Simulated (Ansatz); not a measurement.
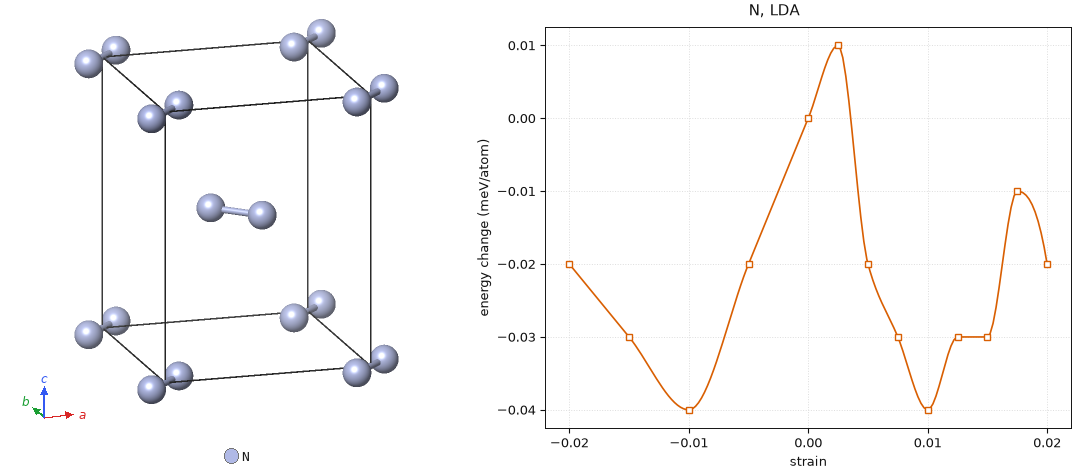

The plot gives the computed energy change against strain for N, space group P4_2/mnm (No. 136). The cell is drawn beside the plot.

Structure:
```xyz
4
Lattice="4.0841 0.0000 0.0000 0.0000 4.0841 0.0000 0.0000 0.0000 5.3459" Properties=species:S:1:pos:R:3 pbc="T T T"
N     3.6931    3.6931    0.0000
N     2.4330    1.6511    2.6730
N     0.3909    0.3909    0.0000
N     1.6511    2.4330    2.6730
```

Method: homogeneous strain of a crystal along one Voigt pattern with engineering shear, fractional coordinates fixed, by plane-wave density functional theory with PAW datasets, free energies less that of the undisturbed cell, pressure positive in compression; scalar-relativistic (Ansatz 0.2.0). Level: LDA, no spin polarisation.

- wave cutoff: 420 eV
- k mesh: 6×6×4
- occupations: Gaussian
- smearing width: 0.05 eV
- k shift: (0, 0, 0) (mesh steps)
- start: as given
- strain pattern: (0, 0, 0, 0, 1, 0) (xx yy zz yz xz xy with engineering shear)

The points at strain −0.015, −0.005, 0.01 and 0.02 follow from computed ones by symmetry.

From this curve and the settings, what does the calculation give for the tensile stress summed over the strain pattern and pressure at the same points?

The tensile stress summed over the strain pattern rises from −0.042 GPa at strain −0.0200 to 0.042 GPa at 0.0200, and changes sign near 0.0000. The pressure goes from −2.847 GPa at strain −0.0200 to −2.847 GPa at 0.0200, not monotonically, with a high of −2.844 GPa at −0.0100.

| strain | tensile stress summed over the strain pattern (GPa) | pressure (GPa) |
| --- | --- | --- |
| −0.0200 | −0.042 | −2.847 |
| −0.0150 | −0.032 | −2.846 |
| −0.0100 | −0.021 | −2.844 |
| −0.0050 | −0.011 | −2.845 |
| 0.0000 | 0.000 | −2.844 |
| 0.0025 | 0.005 | −2.844 |
| 0.0050 | 0.011 | −2.845 |
| 0.0075 | 0.016 | −2.844 |
| 0.0100 | 0.021 | −2.844 |
| 0.0125 | 0.027 | −2.845 |
| 0.0150 | 0.032 | −2.846 |
| 0.0175 | 0.037 | −2.847 |
| 0.0200 | 0.042 | −2.847 |

Note: reference crystal is not relaxed.
